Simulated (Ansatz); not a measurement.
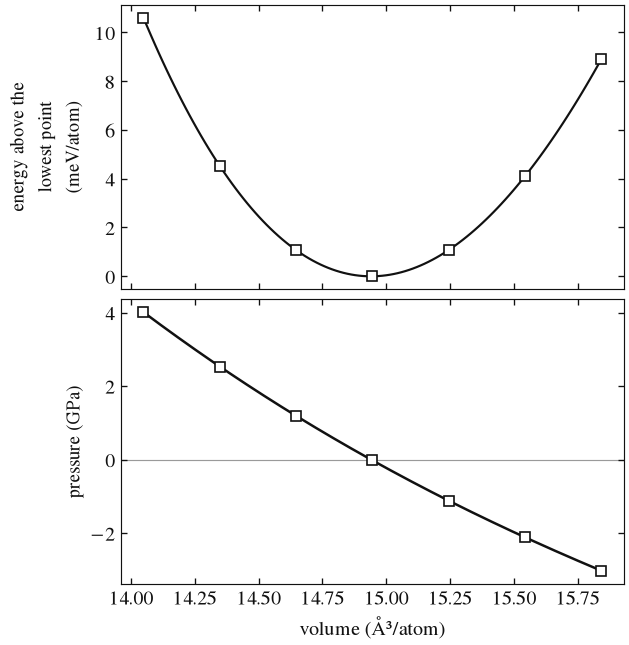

The figure shows the energy above the lowest point and pressure against volume for Mg₂O, space group Fm-3m (No. 225) (one of a set of cubic test structures, which need not be the stable phase).

Calculation (Ansatz 0.2.0 development build): equation of state of a cubic crystal from periodic Kohn-Sham density functional theory without spin, third-order Birch-Murnaghan fit to the free energies; pressure corrected for the finite basis. Level: PBE.

- structure type: antifluorite
- atoms in cell: 3
- space group number: 225
- lattice centring: face-centred primitive
- k mesh: 17×17×17
- occupation method: Fermi–Dirac
- occupation width: 0.06123 eV
- wave cutoff: 700 eV
- datasets: hard PAW
- density tolerance: 1e−09 eV
- bands: 17
- density cutoff ratio: 4
- search for lower states: default

### How stiff is the solid, and where is its volume at rest?

A third-order Birch–Murnaghan fit gives V0 = 14.94 Å³/atom, B0 = 57.7 GPa and B′ = 3.9.

### Read off the course of the pressure.

It falls from 4.010 GPa at volume 14.05 Å³/atom to −3.021 GPa at 15.84 Å³/atom, and changes sign near 14.94 Å³/atom.

Note: cubic model structure, not the ambient form.
